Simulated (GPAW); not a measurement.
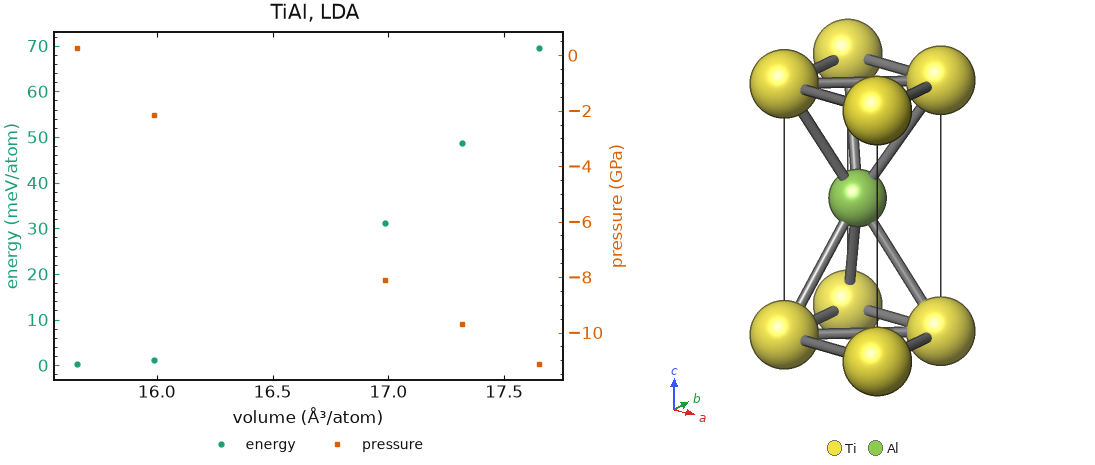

The plot gives the computed energy and pressure against volume for TiAl, space group P-6m2 (No. 187). The conventional cell is drawn beside the plot.

Cell as given: a = 2.867 Å, b = 2.867 Å, c = 4.678 Å, α = 90.00°, β = 90.00°, γ = 120.00°; 2 atoms.

Calculation (GPAW 26.7.0): PAW DFT in plane waves, on a grid or in atomic orbitals, no spin polarisation; energies at scaled volumes of the given cell, shape and fractions fixed, counted from the fit's minimum, third-order Birch-Murnaghan fit. Level: LDA.

```tsv
setting	value
k mesh	9×9×5
occupations	Fermi–Dirac
smearing width	0.05 eV
potentials	GPAW PAW data sets (gpaw data 1.2.1)
wave cutoff	600 eV
program settings	basis pw
```

The points at volume 16.32 Å³/atom and 16.65 Å³/atom are left out of the plot. What values does the calculation give there?

```
volume (Å³/atom)  energy (meV/atom)  pressure (GPa)
           16.32               7.01           -4.35
           16.65              17.13           -6.32
```

Caveats: shape and atomic fractions are frozen while scaling, which makes layered, chain and framework solids too stiff.
